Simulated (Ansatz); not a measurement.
Consider SiNi.

```
Si Ni
1.0
     6.11057    0.00000    0.00000
     0.00000    6.51663    0.00000
     0.00000    0.00000    4.70939
Si Ni
8 8
Direct
  0.00000 0.23312 0.84318
  0.50000 0.73312 0.84318
  0.00000 0.76688 0.84318
  0.50000 0.26688 0.84318
  0.23480 0.50000 0.15682
  0.73480 0.00000 0.15682
  0.26520 0.00000 0.15682
  0.76520 0.50000 0.15682
  0.00000 0.23107 0.34231
  0.50000 0.73107 0.34231
  0.00000 0.76893 0.34231
  0.50000 0.26893 0.34231
  0.22545 0.50000 0.65769
  0.72545 0.00000 0.65769
  0.27455 0.00000 0.65769
  0.77455 0.50000 0.65769
```

Space group Cmm2; computed without spin polarisation.

Method: DFT PBE, scalar-relativistic, plane waves, PAW (Ansatz 0.2.0).

### What will maps of the valence pseudo-density and electron localisation function show?

Si–Ni (2.36 Å): the density is about 0.41 e/Å³ at the midpoint; the ELF peaks at about 0.70 in the valence shell of Si, 0.9 Å from its nucleus, and is about 0.45 at the midpoint.
Si–Ni (2.43 Å): ρ is about 0.4 e/Å³ halfway; the ELF peaks at about 0.70 in the valence shell of Si, 0.9 Å from its nucleus, and is about 0.50 at the midpoint.

### Does the calculation make it a metal, or give it a gap?

It is metallic or semimetallic at this level of theory: no gap opens.

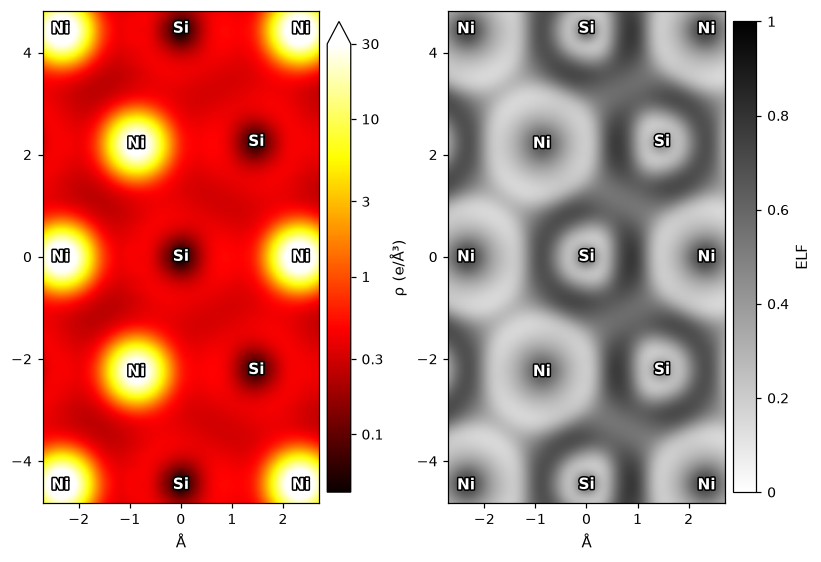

Computed valence pseudo-density and electron localisation function on the (110) plane of the conventional cell, in this order. 
